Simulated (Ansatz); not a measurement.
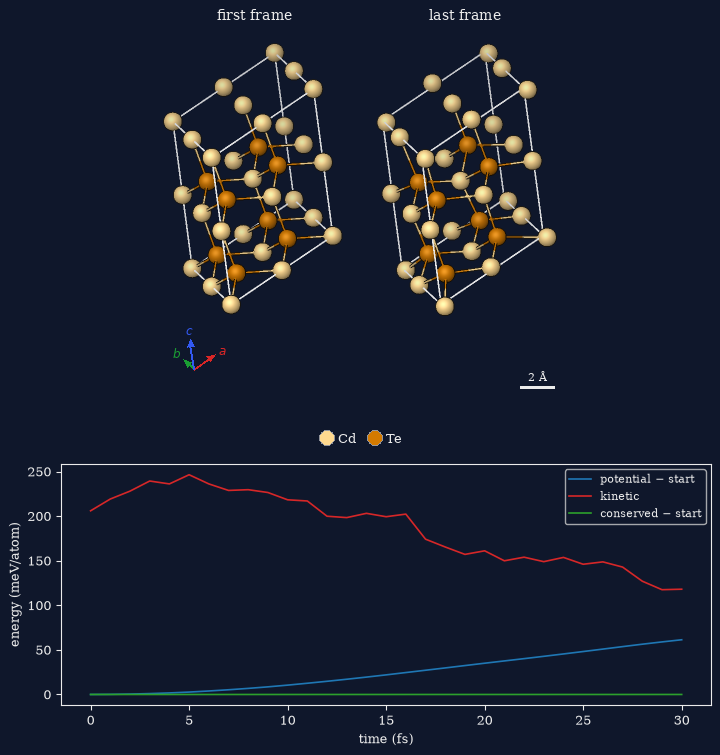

First-principles dynamics of a 16-atom cell of CdTe (built on the measured structure type), 30 fs long. The picture is a ball-and-stick view of the reduced simulation cell, seen slightly off an axis. Bonds to atoms that aren't drawn are left out. Lengths and directions refer to the drawn axes.

Method: DFT, PBEsol, plane waves, PAW (Ansatz 0.2.0). Set-up: plane-wave cutoff 420 eV; k-point mesh 2 × 2 × 2; Fermi-Dirac smearing 0.146 eV; Langevin thermostat and barostat (NPT); set temperature 1700 K; time step 1 fs.

Input
```yaml
crystal:
  lattice:
    - [0.0, 6.5598024895, 6.5598024895]
    - [6.5598024895, 0.0, 6.5598024895]
    - [6.5598024895, 6.5598024895, 0.0]
  atoms:
    - { symbol: Cd, position: [0.0, 0.0, 0.0] }
    - { symbol: Te, position: [0.125, 0.125, 0.125] }
    - { symbol: Cd, position: [0.0, 0.0, 0.5] }
    - { symbol: Te, position: [0.125, 0.125, 0.625] }
    - { symbol: Cd, position: [0.0, 0.5, 0.0] }
    - { symbol: Te, position: [0.125, 0.625, 0.125] }
    - { symbol: Cd, position: [0.0, 0.5, 0.5] }
    - { symbol: Te, position: [0.125, 0.625, 0.625] }
    - { symbol: Cd, position: [0.5, 0.0, 0.0] }
    - { symbol: Te, position: [0.625, 0.125, 0.125] }
    - { symbol: Cd, position: [0.5, 0.0, 0.5] }
    - { symbol: Te, position: [0.625, 0.125, 0.625] }
    - { symbol: Cd, position: [0.5, 0.5, 0.0] }
    - { symbol: Te, position: [0.625, 0.625, 0.125] }
    - { symbol: Cd, position: [0.5, 0.5, 0.5] }
    - { symbol: Te, position: [0.625, 0.625, 0.625] }
kpoints:
  mp_grid: { grid: [2, 2, 2] }
hamiltonian:
  xc: pbesol
scf:
  occupations: { method: fermi_dirac, width: 0.146 }
md:
  ensemble: npt_langevin
  temperature: 1700
  timestep: 1.0
  n_steps: 30
  initial_velocities: maxwell_boltzmann
  seed: 5722
```

Launched with:
```bash
ansatz run input.yaml --threads 4 --pin off --max-ram 3686MiB --backend cpu --events-out ev --progress --plain --runs-dir out
```

Is this trajectory numerically sound?

Answer. The conserved quantity stays between −0.0029 and 0.015 meV per atom of its start. A straight-line fit has a slope that amounts to +0.018 meV per atom over 30 fs (under 0.1 % of the mean kinetic energy), its mean offset in the second half is under 0.1 %, and the ripple about the line is under 0.1 % of the kinetic energy's fluctuation. With a drift under 2 % and a ripple under 7 %, the integration is accurate. Over the second half the temperature averages 1193 K (spread ±179 K). The temperature is still falling (1679 K in the second quarter, 1054 K in the last), so the run isn't equilibrated. The potential energy is still drifting at the end, so the run hasn't reached equilibrium. The potential energy in the second half lies on average 41.7 meV per atom above the first frame. The mean pressure there is −0.4 GPa. The volume ends +1.5 % from the start.
